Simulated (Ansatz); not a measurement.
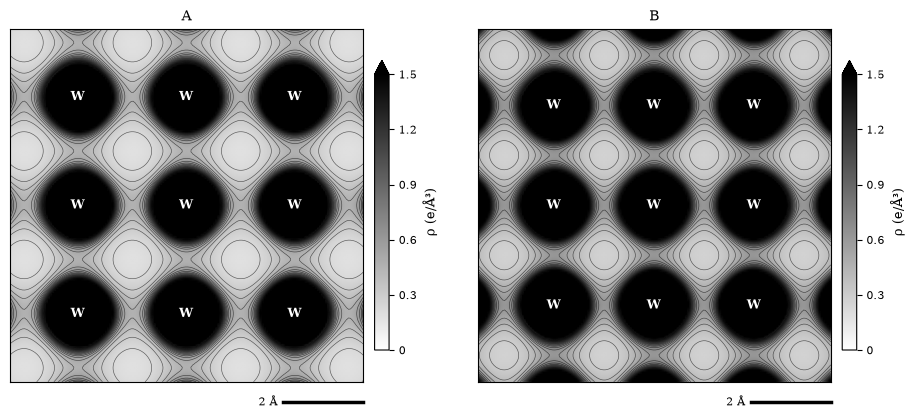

W. The valence pseudo-density of two cells that differ in size, on the (100) plane of each (indices in the axes of the calculation cell), at one length scale and on one colour scale; one has 15.9 and the other 20.2 Å³ an atom.

These are results of DFT, r2SCAN, plane waves (500 eV) with PAW, scalar-relativistic in Ansatz, not measurements.

The larger cell:

```cif
data_structure
_symmetry_space_group_name_H-M 'P 1'
_symmetry_Int_Tables_number 1
_cell_length_a 2.7229
_cell_length_b 2.7229
_cell_length_c 2.7229
_cell_angle_alpha 90.000
_cell_angle_beta 90.000
_cell_angle_gamma 90.000
_cell_volume 20.19
loop_
_atom_site_label
_atom_site_type_symbol
_atom_site_fract_x
_atom_site_fract_y
_atom_site_fract_z
_atom_site_occupancy
W1 W 0.00000 0.00000 0.00000 1
```

The smaller cell: a = 2.513 Å, b = 2.513 Å, c = 2.513 Å, α = 90.00°, β = 90.00°, γ = 90.00°.

> Which panel shows the smaller cell, and what does the compression change?

Panel B is the smaller cell, by 21 % in volume. From the larger cell to the smaller, W–W goes from 2.72 to 2.51 Å, and the density at its midpoint from 0.46 to 0.61 e/Å³, the ELF there from 0.45 to 0.40; the pressure goes from −20 to 36 GPa.
